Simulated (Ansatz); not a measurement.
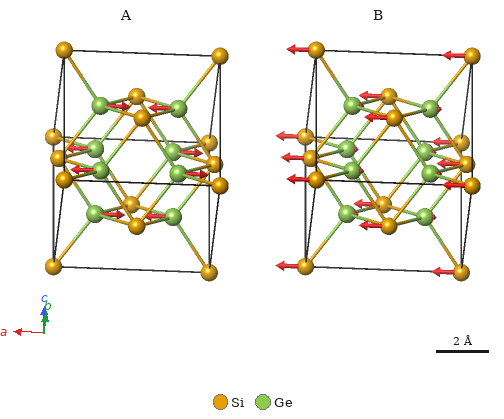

Modes of a crystal of SiGe₂ (a generated structure) at a fixed volume, space group Fm-3m (No. 225), at the zone centre (one member of each degenerate set). The red arrows give the relative displacements of the atoms. A ball-and-stick model of the conventional cell (4 times the calculation's cell), seen from a free direction. Lengths and directions refer to the drawn axes.

Computed with Ansatz 0.2.0, DFT LDA, scalar-relativistic, plane waves, PAW.

The frequencies depend somewhat on the k-mesh and the smearing.

**Give the symmetry species and the selection rules of each.**

A is T₂g, Raman-active by symmetry (138 cm⁻¹). B is T₁u, infrared-active by symmetry (232 cm⁻¹). The crystal has a centre of inversion, so no mode is both. In a metal the free carriers screen the infrared response.
